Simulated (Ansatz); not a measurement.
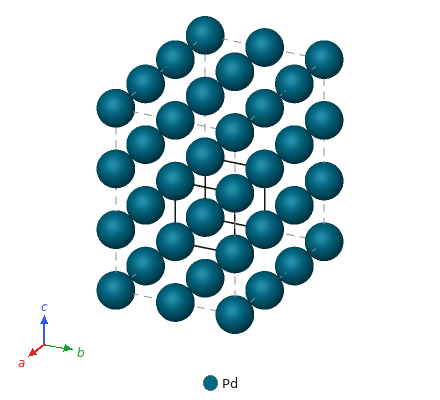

Pd (Pm-3m, No. 221): the input geometry of a calculation; the starting structure was generated, so it need not be a known form of this composition.

```yaml
crystal:
  lattice:
    - [2.63615, 0.00000, 0.00000]
    - [0.00000, 2.63615, 0.00000]
    - [0.00000, 0.00000, 2.63615]
  atoms:
    - { symbol: Pd, position: [0.00000, 0.00000, 0.00000] }
```

Q: What will a dark-field STEM-like image along [211] show? The image is simulated as a sum over atoms of Z^1.7, blurred by a 0.84 Å probe (no channelling). A slight drift was added.

A: The columns repeat on a rectangular net of 1.52 × 1.86 Å (plane group p2mm). All columns are alike (Pd). The shortest distance between visible columns is 1.52 Å in projection. Along the beam the structure repeats every 6.46 Å.

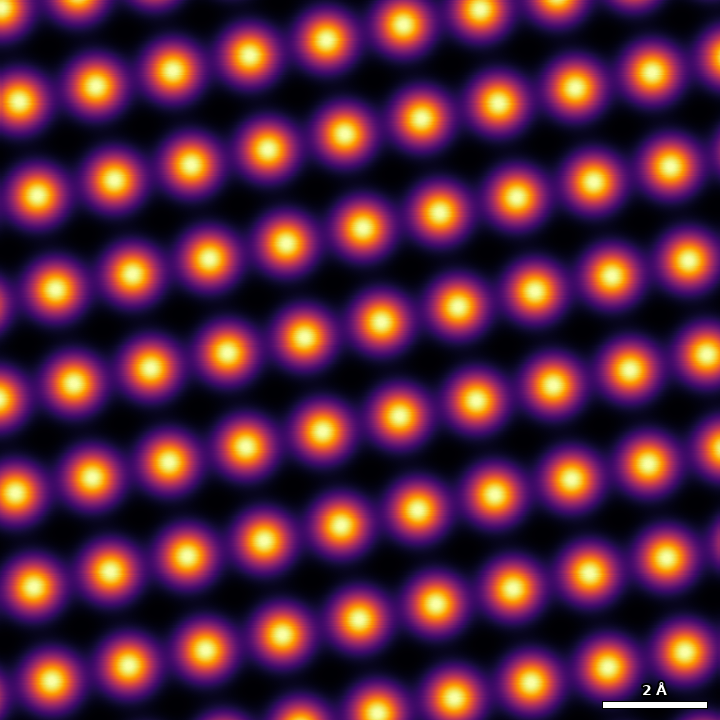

The simulated image.
